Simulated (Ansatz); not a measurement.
**Single-point calculation, with input and output: TiC$_{63}$ (charge +1) (part 2 of 3)**

Continued. System: TiC$_{63}$ (defect cell, 64 atoms in the cell, total charge +1). Method: DFT PBE, scalar-relativistic, plane waves, PAW, spin-polarised (Ansatz 0.2.0); cutoff 420 eV, 3×3×3 k-mesh, Gaussian smearing of 0.05 eV, collinear spins. The structure derives from an entry of the Crystallography Open Database.

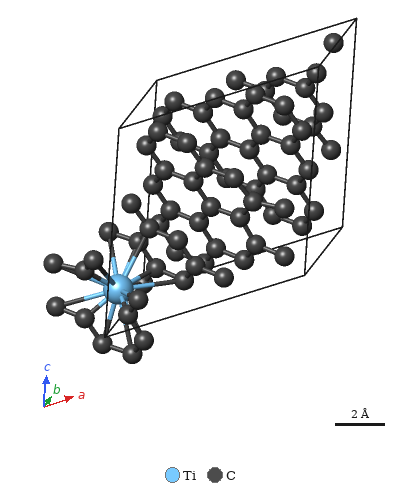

Figure 1. The input geometry (ball-and-stick view of the cell of the calculation, seen slightly off an axis; bonded neighbours outside the cell are drawn too). An atom can appear more than once, as a periodic image.

### What the program printed, continued
```
SCF iter   1: F=—  HF=-18322.241303 eV  |F-HF|=—  |Δ(HF+E_count)|=         —  Δρ=6.82e-2 (↑6.72e-2 ↓6.82e-2)  dr2=9.65e1  dr2_m=4.13e-2  M=0.187 μB ∫|m|=0.210 μB  β_m=0.30  ethr=3.10e-3  ⟨swp⟩=6.0  Hψ=24389  notcnv=0  defer=1041
Mixer restart at iter 1: flushing history
preconditioner: auto → Kerker (q_TF=auto, 2.406 Å⁻¹)  [metal: Δε(μ)=0.011 eV  Ē_g=15.719 eV  σ=0.050 eV  W_gap=0.12  n_scr=130 (ndim 8)  ℏωp=25.1 eV  f_vac=0.000  D(μ)=9.68/eV (n_scr^D=56)]
spin=Collinear: Kerker preconditioning applied to the charge; magnetization (m = ρ↑ − ρ↓) channel mixes plain (no charge-response kernel on spin).
SCF iter   2: F=—  HF=-18319.198534 eV  |F-HF|=—  |Δ(HF+E_count)|=    3.04e0  Δρ=5.07e-2 (↑4.97e-2 ↓5.07e-2)  dr2=5.99e1  dr2_m=2.38e-2  M=0.142 μB ∫|m|=0.167 μB  β_m=0.65  ethr=3.10e-3  ⟨swp⟩=2.1  Hψ=10158  notcnv=0  defer=1634
SCF iter   3: F=—  HF=-18310.872905 eV  |F-HF|=—  |Δ(HF+E_count)|=    8.33e0  Δρ=8.56e-3 (↑8.53e-3 ↓8.56e-3)  dr2=5.89e0  dr2_m=1.57e-4  M=0.051 μB ∫|m|=0.073 μB  β_m=0.82  ethr=3.10e-3  ⟨swp⟩=3.0  Hψ=9478  notcnv=0  defer=1634
SCF iter   4: F=—  HF=-18310.227063 eV  |F-HF|=—  |Δ(HF+E_count)|=   6.46e-1  Δρ=4.91e-3 (↑4.91e-3 ↓4.82e-3)  dr2=8.60e-1  dr2_m=7.39e-5  M=0.028 μB ∫|m|=0.044 μB  β_m=0.88  ethr=2.24e-3  ⟨swp⟩=2.6  Hψ=7652  notcnv=0  defer=1612
SCF iter   5: F=—  HF=-18310.474606 eV  |F-HF|=—  |Δ(HF+E_count)|=   2.48e-1  Δρ=2.14e-3 (↑2.11e-3 ↓2.14e-3)  dr2=1.41e-1  dr2_m=2.37e-5  M=0.020 μB ∫|m|=0.031 μB  β_m=0.94  ethr=3.27e-4  ⟨swp⟩=2.6  Hψ=9446  notcnv=0  defer=1612
SCF iter   6: F=—  HF=-18310.507613 eV  |F-HF|=—  |Δ(HF+E_count)|=   3.30e-2  Δρ=7.55e-4 (↑7.55e-4 ↓7.39e-4)  dr2=2.53e-2  dr2_m=7.67e-6  M=0.014 μB ∫|m|=0.022 μB  β_m=0.97  ethr=5.38e-5  ⟨swp⟩=2.0  Hψ=9336  notcnv=0  defer=1612
SCF iter   7: F=—  HF=-18310.514843 eV  |F-HF|=—  |Δ(HF+E_count)|=   7.23e-3  Δρ=4.01e-4 (↑4.01e-4 ↓3.96e-4)  dr2=6.31e-3  dr2_m=7.19e-7  M=0.010 μB ∫|m|=0.016 μB  β_m=0.95  ethr=9.64e-6  ⟨swp⟩=2.0  Hψ=9065  notcnv=0  defer=1612
SCF iter   8: F=—  HF=-18310.515558 eV  |F-HF|=—  |Δ(HF+E_count)|=   7.15e-4  Δρ=1.69e-4 (↑1.61e-4 ↓1.69e-4)  dr2=1.53e-3  dr2_m=5.00e-7  M=0.007 μB ∫|m|=0.012 μB  β_m=0.97  ethr=2.40e-6  ⟨swp⟩=2.0  Hψ=9059  notcnv=0  defer=1612
SCF iter   9: F=—  HF=-18310.515692 eV  |F-HF|=—  |Δ(HF+E_count)|=   1.35e-4  Δρ=7.54e-5 (↑7.54e-5 ↓7.10e-5)  dr2=3.28e-4  dr2_m=1.52e-7  M=0.005 μB ∫|m|=0.008 μB  β_m=0.99  ethr=5.82e-7  ⟨swp⟩=2.0  Hψ=7940  notcnv=0  defer=1612
SCF iter  10: F=—  HF=-18310.515727 eV  |F-HF|=—  |Δ(HF+E_count)|=   3.48e-5  Δρ=4.61e-5 (↑4.51e-5 ↓4.61e-5)  dr2=7.82e-5  dr2_m=6.86e-8  M=0.004 μB ∫|m|=0.006 μB  β_m=0.97  ethr=1.25e-7  ⟨swp⟩=2.0  Hψ=9146  notcnv=0  defer=1612
SCF iter  11: F=—  HF=-18310.515727 eV  |F-HF|=—  |Δ(HF+E_count)|=   7.14e-7  Δρ=1.81e-5 (↑1.81e-5 ↓1.78e-5)  dr2=1.35e-5  dr2_m=3.62e-8  M=0.003 μB ∫|m|=0.004 μB  β_m=0.98  ethr=2.97e-8  ⟨swp⟩=2.0  Hψ=8373  notcnv=0  defer=1612
SCF iter  12: F=—  HF=-18310.515727 eV  |F-HF|=—  |Δ(HF+E_count)|=   3.06e-7  Δρ=1.23e-5 (↑1.23e-5 ↓1.17e-5)  dr2=4.25e-6  dr2_m=1.87e-8  M=0.002 μB ∫|m|=0.003 μB  β_m=0.91  ethr=5.15e-9  ⟨swp⟩=2.0  Hψ=9174  notcnv=0  defer=1612
SCF iter  13: F=—  HF=-18310.515727 eV  |F-HF|=—  |Δ(HF+E_count)|=   4.43e-7  Δρ=4.27e-6 (↑4.27e-6 ↓4.02e-6)  dr2=9.93e-7  dr2_m=1.30e-8  M=0.002 μB ∫|m|=0.002 μB  β_m=0.96  ethr=1.62e-9  ⟨swp⟩=2.0  Hψ=9202  notcnv=0  defer=1612
SCF iter  14: F=—  HF=-18310.515727 eV  |F-HF|=—  |Δ(HF+E_count)|=   5.92e-8  Δρ=2.43e-6 (↑2.43e-6 ↓2.17e-6)  dr2=2.53e-7  dr2_m=7.10e-9  M=0.001 μB ∫|m|=0.002 μB  β_m=0.98  ethr=3.78e-10  ⟨swp⟩=3.0  Hψ=9111  notcnv=0  defer=1612
SCF iter  15: F=—  HF=-18310.515727 eV  |F-HF|=—  |Δ(HF+E_count)|=   2.53e-8  Δρ=1.57e-6 (↑1.32e-6 ↓1.57e-6)  dr2=6.80e-8  dr2_m=3.33e-9  M=0.001 μB ∫|m|=0.001 μB  β_m=0.99  ethr=9.61e-11  ⟨swp⟩=2.1  Hψ=8295  notcnv=0  defer=1612
SCF iter  16: F=—  HF=-18310.515727 eV  |F-HF|=—  |Δ(HF+E_count)|=   1.61e-8  Δρ=8.39e-7 (↑6.49e-7 ↓8.39e-7)  dr2=1.24e-8  dr2_m=1.43e-9  M=0.001 μB ∫|m|=0.001 μB  β_m=0.99  ethr=2.58e-11  ⟨swp⟩=2.0  Hψ=8982  notcnv=0  defer=1612
SCF iter  17: F=—  HF=-18310.515727 eV  |F-HF|=—  |Δ(HF+E_count)|=   7.25e-9  Δρ=8.86e-7 (↑8.86e-7 ↓7.79e-7)  dr2=2.21e-8  dr2_m=4.29e-10  M=0.000 μB ∫|m|=0.001 μB  β_m=1.00  ethr=4.70e-12  ⟨swp⟩=21.0  Hψ=44560  notcnv=0
SCF iter  18: F=-18310.515727 eV  HF=-18310.515727 eV  |F-HF|=1.56e-10  |Δ(HF+E_count)|=   1.85e-9  Δρ=2.59e-7 (↑2.33e-7 ↓2.59e-7)  dr2=4.28e-10  dr2_m=2.57e-10  M=0.000 μB ∫|m|=0.000 μB  ethr=4.70e-12  ⟨swp⟩=3.0  Hψ=12872  notcnv=0
SCF 1 converged in 18 iterations: F = -18310.515727 eV  dr2 = 4.28e-10
  greatest PAW one-centre occupation: 0.999 electrons in one spin orbital (limit 2), on the Ti atom at site 0 (counted from 0), in its partial waves of l = 0
WARN: the starting moments were not kept: the SCF closed with an absolute magnetisation of 4.1e-4 μB, where they sum to 0.8 μB in size (4 sites). That is at most 0.1 of that sum. Measured as dr2_m measures the in/out step, that magnetisation stands 6.2e-9 eV from none, at or under the dr2_threshold of 1.0e-7 eV: it is no larger than a step whose dr2_m would equal this threshold. The system may hold no moment; this SCF shows only that its start led to no more than that. To try another start: raise the starting moments (crystal.atoms[].spin, magnetization.per_species, magnetization.initial_magnetization, or on a non-collinear deck that types none of these the spinor_matrix: blocks that start its atoms; where the total moment is fixed, keep their sum and leave initial_magnetization as it is; typed ones take the place of any that the run laid by itself, positive ones on a crystal's lanthanoids without a Hubbard term where scf.initial_density.shell_occupations: [] is typed) or, if the notice of its spin-set hold's release reads "site moments contracting" or "site moments show no strong build", lengthen the hold (scf.mixing.spin_hold: { on: { confirm: 4 } }; for m-r²SCAN on two components see the key's manual first). Each may lead to a state that holds a moment. A second SCF, from the converged charge density, with the starting moments and any scf.initial_density.shell_occupations laid on it anew, would have followed, and was not run: the deck does not ask for one (magnetization.retry_lost_moments is false, the default). To let it run, set magnetization.retry_lost_moments: true and run the deck again, where that key's refused combinations let it; where memory then withholds it, that run's warning says so.
SCF converged after 18 iterations
Magnetization: 0.0003 μB (131.5001 up, 131.4999 down)
Absolute magnetization: 0.0004 μB (∫|ρ↑−ρ↓|, with the PAW one-centre terms)
Spin contamination: 0.0000 ħ² per cell (⟨S²⟩ above its minimum at these occupations)
Per-site moments (μB) at R_I (Å): [(1.562393050607263e-5, 0.7794460147470059), (-4.815502348973099e-7, 0.5838540501817904), (-1.0494228914457579e-6, 0.5722449995866112), (-4.939274127685191e-7, 0.5839282331725675), (-3.816605844302205e-6, 0.5809027043990499), (-2.830284775227526e-7, 0.5844575436451481), (-4.5961857429992595e-7, 0.5840656987550912), (-5.143275249795124e-7, 0.5875357335674221), (-2.0203020106076943e-6, 0.579353238771944), (-3.774178930469066e-7, 0.5841902831699746), (-2.3605330592564996e-7, 0.5845516988371957), (-3.308286916533115e-6, 0.5810204422970481), (-5.986213814862215e-7, 0.5839071177720889), (-3.8142813491326513e-6, 0.5811285423190982), (-2.3804001325081437e-6, 0.5815941794808797), (-6.069976424203955e-7, 0.5841881566643812), (-2.3934366522437407e-6, 0.5815317576369382), (-4.920197827608991e-7, 0.5845021828110586), (-1.8379376481477698e-6, 0.5777627651958743), (-1.0282685825831918e-6, 0.5722249427335412), (-3.279100187731358e-6, 0.5810742532679661), (-6.040546994318797e-7, 0.5838715914594902), (-1.93556907710449e-6, 0.5844757577318842), (-5.679704263121184e-7, 0.5845124767464084), (-2.750050289146413e-6, 0.5839578313587039), (-1.8415053297224003e-6, 0.5778126689705588), (-4.602796131358852e-7, 0.5843734908575761), (-4.960331792604478e-7, 0.5825621604916378), (-4.4609694474675413e-7, 0.5845492247837587), (-6.07400969944128e-7, 0.5840571104860944), (-4.5259628029172664e-7, 0.58443222611408), (-4.984894011219532e-7, 0.5827008793855158), (8.513977060964694e-7, 0.5838540501817904), (7.981206201145099e-6, 0.5722449995866112), (1.6177743514420893e-5, 0.5809027043990499), (8.012762462891617e-6, 0.5722249427335412), (6.937709101886391e-7, 0.584991804893044), (1.9913144635676065e-6, 0.579353238771944), (8.766383999857043e-7, 0.5839282331725675), (9.756665508917603e-7, 0.5838715914594902), (1.0736358349370597e-5, 0.5810204422970481), (9.472588009438358e-7, 0.5839071177720889), (3.446530320055575e-6, 0.5837754508495867), (7.625933344966918e-7, 0.5841881566643812), (8.444788370202569e-7, 0.5840656987550912), (7.345472047388589e-7, 0.58497595028577), (1.998524832859875e-6, 0.5793928001958366), (1.0809259049203477e-6, 0.5877908980138051), (4.435927520946211e-6, 0.5843240790627425), (4.6191753630770214e-7, 0.5841902831699746), (7.509400443565443e-7, 0.5840571104860944), (1.114724301982022e-5, 0.5846217627872051), (1.5577889996117777e-6, 0.5846049952121685), (3.4151347084777023e-6, 0.5837422778190957), (3.780201676328703e-6, 0.5815941794808797), (7.706566621620494e-7, 0.5843734908575761), (3.7644375238950273e-6, 0.5815317576369382), (1.07365130479894e-5, 0.5810742532679661), (1.1043412527345079e-5, 0.5846078100717336), (1.5468010114774728e-6, 0.5845646716518905), (5.396866124522443e-6, 0.5844757577318842), (7.049977946594133e-7, 0.5845124767464084), (6.21789139045474e-6, 0.5825621604916378), (7.295155642199942e-7, 0.58443222611408)]
Free energy (F): -18310.515727 eV
Harris-Foulkes:  -18310.515727 eV  (|F-HF|=1.56e-10)
Internal energy: -18310.505510 eV  (E = F + TS)
E sigma→0 (E₀):  -18310.510619 eV
Entropy (-TS):   -0.010218 eV (-0.160 meV/atom)
Fermi energy:    7.100116 eV
--- Per-component energies (eV) ---
  E_band       = -664.707457
  E_kinetic    = 6015.389955
  E_local      = -10761.218215  (includes V_loc(G=0)·N_el)
  E_nonlocal   = 1734.156107
  E_hartree    = 3407.756049
  E_xc         = -3121.556126
  E_vxc        = -3866.442775  (∫ρ·V_xc dr)
  E_paw        = -7308.137121  (= ΣΔE_a)
  E_vpaw       = -602.105337  (= ΣTr[D̂ρ^β])
  E_aug_tail   = 0.000612  (compensation charges beyond the density's cutoff)
  E_ewald      = -8276.896772
  E_smearing   = -0.010218  (= −TS)
  E_closure    = 0.000000  (closes the sum)
  E_deformation_potential = 14.472426  (in the stress; not in F)
  Σ components = -18310.515727   (vs F -18310.515727, Δ=0.00e0)
--- Forces (eV/Å), atoms counted from 1 ---
  atom   1  Ti     0.00207157    -0.02585617     0.38963829
  atom   2  C      0.01915460    -0.08895987     0.00441112
  atom   3  C     -0.05586066    -0.17563671     0.02300782
  atom   4  C     -0.02227617    -0.09434174     0.00254361
  atom   5  C      0.11052487     0.08692192    -0.01415697
  atom   6  C     -0.03870576    -0.13447681    -0.00859013
  atom   7  C     -0.00356255    -0.14867059     0.01703374
  atom   8  C      0.00520249    -0.11074140    -0.00437269
  atom   9  C      0.00506793     0.03614827    -0.00759338
  atom  10  C      0.00093715    -0.12999589    -0.00438999
  atom  11  C      0.04246190    -0.13649426    -0.02632592
  atom  12  C     -0.01507800    -0.07864676     0.00614790
  atom  13  C     -0.00089733    -0.13067710    -0.00458727
  atom  14  C     -0.09063125     0.08489697    -0.01492691
  atom  15  C      0.04382272    -0.04265359    -0.01069667
  atom  16  C     -0.01338859    -0.10139432    -0.00351199
  atom  17  C     -0.03834887    -0.04196944    -0.00867219
  atom  18  C     -0.02494160    -0.11401152    -0.00296144
  atom  19  C      0.00700179     0.01989480     0.04604561
  atom  20  C      0.06028750    -0.16735046     0.01902654
  atom  21  C      0.01446893    -0.07837180     0.00662517
  atom  22  C     -0.00419017    -0.13124731     0.00072003
  atom  23  C      0.00627026     0.21000345     0.00914741
  atom  24  C     -0.00506693    -0.12709591    -0.01017872
  atom  25  C     -0.00151734    -0.03625340     0.02041790
  atom  26  C     -0.00889837     0.00535797     0.05230201
  atom  27  C     -0.00308121    -0.10346740    -0.00145986
  atom  28  C     -0.05861969     0.02106418    -0.00053211
  atom  29  C      0.01217669    -0.11799064    -0.00478392
  atom  30  C      0.00246955    -0.09705904     0.00192628
  atom  31  C     -0.00031747    -0.09723473    -0.00077295
  atom  32  C      0.05467142     0.01856908    -0.00591838
  atom  33  C     -0.03291988     0.09975677     0.00061066
  atom  34  C      0.08163352     0.04506020    -0.26006829
  atom  35  C     -0.02177304    -0.04035362    -0.11301533
  atom  36  C     -0.08791424     0.02320703    -0.24940703
  atom  37  C     -0.01185028     0.09945938     0.01591533
  atom  38  C     -0.00732267    -0.02705239     0.01486841
  atom  39  C      0.02595945     0.09735770     0.00114405
  atom  40  C     -0.03611562     0.07660576     0.00592277
  atom  41  C     -0.04546389     0.13937361     0.02010566
  atom  42  C      0.03083988     0.08292886     0.00236877
  atom  43  C     -0.04799303    -0.02640174     0.01382784
  atom  44  C     -0.01196581     0.15642768    -0.01103279
  atom  45  C     -0.00160826     0.14491103    -0.00265433
  atom  46  C      0.02007495     0.08759243     0.02786713
  atom  47  C      0.00618581    -0.02397392     0.02615552
  atom  48  C      0.01229241     0.11820080     0.04883181
  atom  49  C      0.00277604    -0.06334924    -0.00411623
  atom  50  C     -0.00249423     0.14272480     0.00096719
  atom  51  C      0.01648648     0.15934137    -0.01130086
  atom  52  C     -0.15531555     0.03892916    -0.00440922
  atom  53  C     -0.00351059     0.10798805     0.00187534
  atom  54  C      0.05258384    -0.02689341     0.02326167
  atom  55  C     -0.01381194     0.06727015     0.00936263
  atom  56  C      0.01800355     0.09453736     0.00095929
  atom  57  C      0.02223253     0.06286545     0.00687054
  atom  58  C      0.04458427     0.14065347     0.01307602
  atom  59  C      0.15396315     0.04104774    -0.01063814
  atom  60  C      0.00338497     0.11333827     0.00971742
  atom  61  C     -0.00282306    -0.08271425    -0.03488482
  atom  62  C      0.00011843     0.13623877    -0.00087379
  atom  63  C      0.00597992    -0.05719766    -0.00927256
  atom  64  C     -0.01542462     0.09986506     0.00339891
  max |Σ_I F_I| component: 4.51e-6 eV/Å
```
